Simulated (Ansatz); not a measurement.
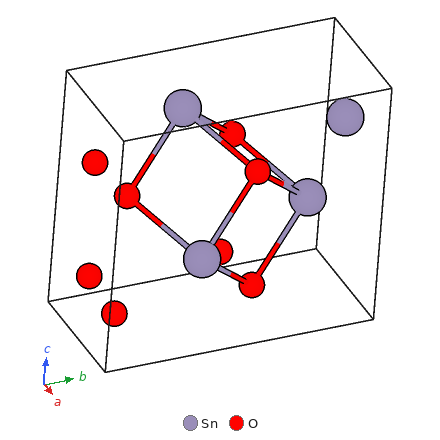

The system is SnO2 (R-3m, No. 166; 12 atoms in the cell); the picture shows the reference structure. The energy is mapped over volume and the cell's shape. The first coordinate is: volume per atom; the second: c/a of the conventional cell. Nothing is relaxed (fractional coordinates fixed). Grid: 5 × 5 points. Points are written as (first, second). All energies are given in meV/atom relative to the lowest grid point. The band gap closes in part of the range. These are results of DFT LDA, scalar-relativistic, plane waves, PAW (Ansatz), not measurements. Settings: cutoff 520 eV, k-mesh 6×6×6, gaussian smearing 0.05 eV, no spin polarisation.

Its coordinates:

```yaml
crystal:
  lattice:
    - [3.20536, 1.85061, 4.08687]
    - [-3.20536, 1.85061, 4.08687]
    - [0.00000, -3.70123, 4.08687]
  atoms:
    - { symbol: Sn, position: [0.86454, 0.86454, 0.86454] }
    - { symbol: Sn, position: [0.36487, 0.36487, 0.86488] }
    - { symbol: Sn, position: [0.36487, 0.86488, 0.36487] }
    - { symbol: Sn, position: [0.86488, 0.36487, 0.36487] }
    - { symbol: O, position: [0.11991, 0.61961, 0.61961] }
    - { symbol: O, position: [0.61961, 0.11991, 0.61961] }
    - { symbol: O, position: [0.61961, 0.61961, 0.11991] }
    - { symbol: O, position: [0.60994, 0.60994, 0.60994] }
    - { symbol: O, position: [0.11985, 0.11985, 0.11985] }
    - { symbol: O, position: [0.10969, 0.10969, 0.61000] }
    - { symbol: O, position: [0.10969, 0.61000, 0.10969] }
    - { symbol: O, position: [0.61000, 0.10969, 0.10969] }
```

The input of one point:

```yaml
crystal:
  lattice:
    - [3.2053561353, 1.8506132276, 4.0868653298]
    - [-3.2053561353, 1.8506132276, 4.0868653298]
    - [0.0, -3.7012264551, 4.0868653298]
  atoms:
    - { symbol: Sn, position: [0.8645353782, 0.8645353782, 0.8645353782] }
    - { symbol: Sn, position: [0.3648691645, 0.3648691645, 0.8648751974] }
    - { symbol: Sn, position: [0.3648691645, 0.8648751974, 0.3648691645] }
    - { symbol: Sn, position: [0.8648751974, 0.3648691645, 0.3648691645] }
    - { symbol: O, position: [0.1199116729, 0.6196051221, 0.6196051221] }
    - { symbol: O, position: [0.6196051221, 0.1199116729, 0.6196051221] }
    - { symbol: O, position: [0.6196051221, 0.6196051221, 0.1199116729] }
    - { symbol: O, position: [0.6099370359, 0.6099370359, 0.6099370359] }
    - { symbol: O, position: [0.1198492242, 0.1198492242, 0.1198492242] }
    - { symbol: O, position: [0.1096932183, 0.1096932183, 0.6100024814] }
    - { symbol: O, position: [0.1096932183, 0.6100024814, 0.1096932183] }
    - { symbol: O, position: [0.6100024814, 0.1096932183, 0.1096932183] }
basis:
  ecutwfc: 520.0
kpoints:
  mp_grid: { grid: [6, 6, 6] }
hamiltonian:
  xc: lda
  pseudopotentials: { kind: paw, azcp: { folder: soft_1 } }
scf:
  occupations: { method: gaussian, width: 0.05 }
output:
  forces: true
  stress: true
  eigenvalues: true
  write_density: true
  write_potential: true
  elf: true
  volumetric_format: npy
```

Range: volume per atom from 10.67 to 13.58 Å³; c/a of the conventional cell from 1.594 to 2.294.

What landscape does the calculation give?

Answer. The lowest grid point is at (12.12 Å³, 1.913). No other kind of well shows on this grid. The highest grid point, (10.67 Å³, 2.294), lies 390 meV/atom above the lowest. Round the minimum the valley is strongly tilted: raising volume per atom shifts the best value of c/a of the conventional cell upwards (coupling k₁₂/√(k₁₁k₂₂) about −0.6).

```tsv
c/a of the conventional cell ↓, volume per atom →	10.67	11.39	12.12	12.85	13.58
2.294	390	204	108	77	93
2.095	231	87	25	21	60
1.913	134	30	0	23	84
1.746	84	18	19	66	147
1.594	65	33	61	131	228
```

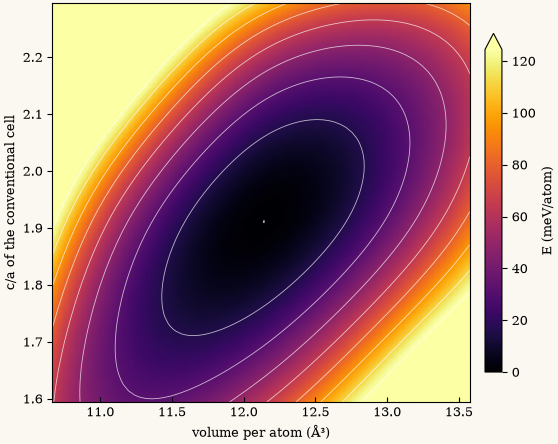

In the figure: a smooth colour map with a few white contour lines, one colour for all values above the top of the scale. Between grid points the surface is interpolated.

Each point was launched as `ansatz run input.yaml --threads 2 --pin off --max-ram 4096MiB --backend cpu --events-out ev --progress --plain --runs-dir out`. The whole map (25 points run) took 16 min on 2 threads of Arm Neoverse N1, with other jobs on the host.
